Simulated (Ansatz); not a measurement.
PbSe

The calculation's input:

```
crystal:
  lattice:
    - [0.0, 2.8367830552, 2.9766364598]
    - [2.8367830552, 0.0, 2.9766364598]
    - [2.8367830552, 2.8367830552, 0.0]
  atoms:
    - { symbol: Pb, position: [0.0, 0.0, 0.0] }
    - { symbol: Se, position: [0.5, 0.5, 0.5] }
basis:
  ecutwfc: 420
kpoints:
  mp_grid: { grid: [12, 12, 12] }
hamiltonian:
  xc: lda
  dispersion: d3bj
scf:
  occupations: { method: gaussian, width: 0.03 }
output:
  forces: true
  stress: true
  eigenvalues: true
  write_density: true
  write_potential: true
  elf: true
  volumetric_format: npy
```

Command:

```sh
ansatz run input.yaml --threads 1 --pin off --max-ram 2048MiB --backend cpu --events-out ev --progress --plain --runs-dir out
```

Below, planes, directions and counts refer to the conventional cell (a = 4.01 Å, b = 4.01 Å, c = 5.95 Å, α = 90.00°, β = 90.00°, γ = 90.00°).

Space group I4/mmm; computed pressure about 9 GPa in this cell.

The calculation used DFT LDA+D3(BJ), scalar-relativistic, plane waves, PAW in Ansatz 0.2.0.

Q: What will maps of the valence pseudo-density and electron localisation function show?

A: Pb–Se (2.84 Å): ρ at the midpoint is about 0.31 e/Å³; the ELF is about 0.30 at the midpoint.
Pb–Se (2.98 Å): ρ at the midpoint is about 0.24 e/Å³; the ELF is about 0.30 at the midpoint.

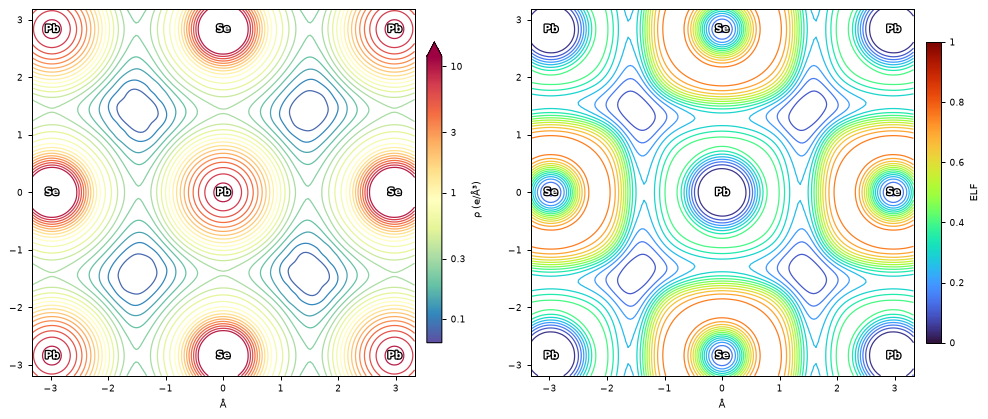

Computed valence pseudo-density and electron localisation function on the (11̄0) plane of the conventional cell, in this order. 

In a PAW calculation such maps are meaningful between the atoms, not at the nuclei.
